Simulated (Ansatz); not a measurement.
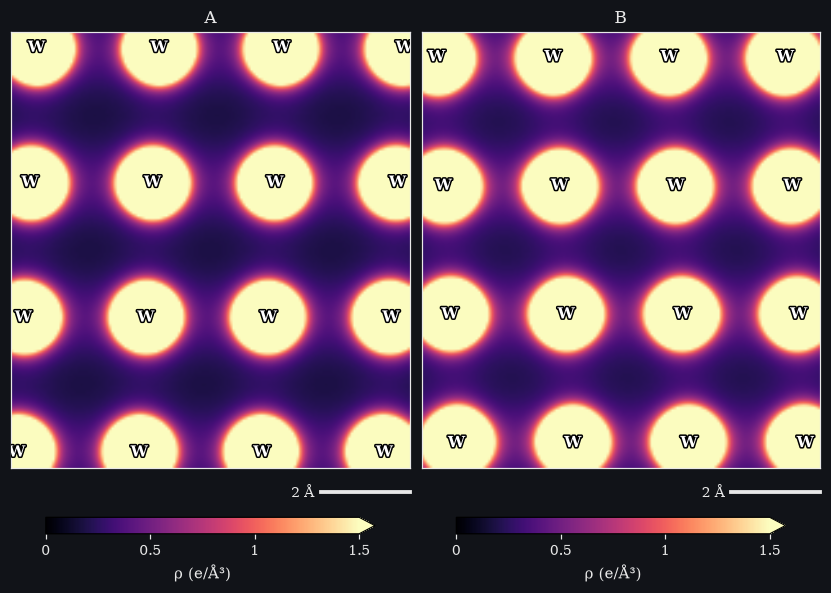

W. The valence pseudo-density of two cells that differ in size and shape, on the (101) plane of each (indices in the axes of the calculation cell), at one length scale and on one colour scale; one has 15.1 and the other 16.7 Å³ an atom.

Computed with Ansatz, DFT PBEsol, scalar-relativistic, plane waves, PAW.

The density is the valence pseudo-density of a PAW calculation; it isn't the true density close to the nuclei.

The larger cell:

```cif
data_structure
_symmetry_space_group_name_H-M 'P 1'
_symmetry_Int_Tables_number 1
_cell_length_a 2.9005
_cell_length_b 2.7574
_cell_length_c 2.8290
_cell_angle_alpha 62.542
_cell_angle_beta 64.078
_cell_angle_gamma 59.937
_cell_volume 16.74
loop_
_atom_site_label
_atom_site_type_symbol
_atom_site_fract_x
_atom_site_fract_y
_atom_site_fract_z
_atom_site_occupancy
W1 W 0.00000 0.00000 0.00000 1
```

The smaller cell: a = 2.759 Å, b = 2.616 Å, c = 2.829 Å, α = 60.74°, β = 62.48°, γ = 63.44°.

Question: Which panel shows the smaller cell, and what does the compression change?

Answer: Panel B is the smaller cell, by 10 % in volume. From the larger cell to the smaller, W–W goes from 2.76 to 2.62 Å, and the density at its midpoint from 0.41 to 0.51 e/Å³; the pressure goes from −12 to 20 GPa.

PAW datasets: the set soft_1.
